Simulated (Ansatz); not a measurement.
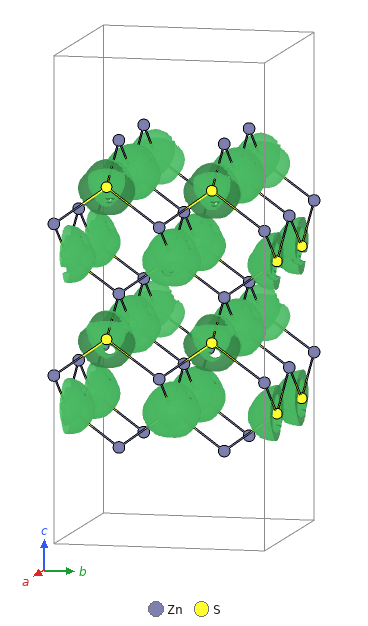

Zn$_{5}$S$_{4}$ (slab). Isosurface of the ELF at 0.8 (green), seen slightly off an axis. Core shells and regions of very low density are left out. Sticks mark near contacts.

These are results of Ansatz, DFT PBEsol, scalar-relativistic, plane waves, PAW, not measurements.

```yaml
crystal:
  lattice:
    - [3.78763, 0.00000, 0.00000]
    - [0.00000, 3.78763, 0.00000]
    - [0.00000, 0.00000, 25.71304]
  atoms:
    - { symbol: Zn, position: [0.50000, 0.50000, 0.28866] }
    - { symbol: S, position: [0.50000, 0.00000, 0.34262] }
    - { symbol: Zn, position: [0.00000, 0.00000, 0.39565] }
    - { symbol: S, position: [0.00000, 0.50000, 0.44787] }
    - { symbol: Zn, position: [0.50000, 0.50000, 0.50000] }
    - { symbol: S, position: [0.50000, 0.00000, 0.55213] }
    - { symbol: Zn, position: [0.00000, 0.00000, 0.60435] }
    - { symbol: S, position: [0.00000, 0.50000, 0.65738] }
    - { symbol: Zn, position: [0.50000, 0.50000, 0.71134] }
```

Where are the electrons localised?

At this value the surface marks out four regions wrapped around S (the valence shell of each), counted in one cell of 9 atoms. Counts are for one cell; the picture repeats the cell along the surface. Profiles from the grid: Zn–S (2.32 Å): the ELF peaks at about 0.90 in the valence shell of S, 0.8 Å from its nucleus, and is about 0.55 at the midpoint.
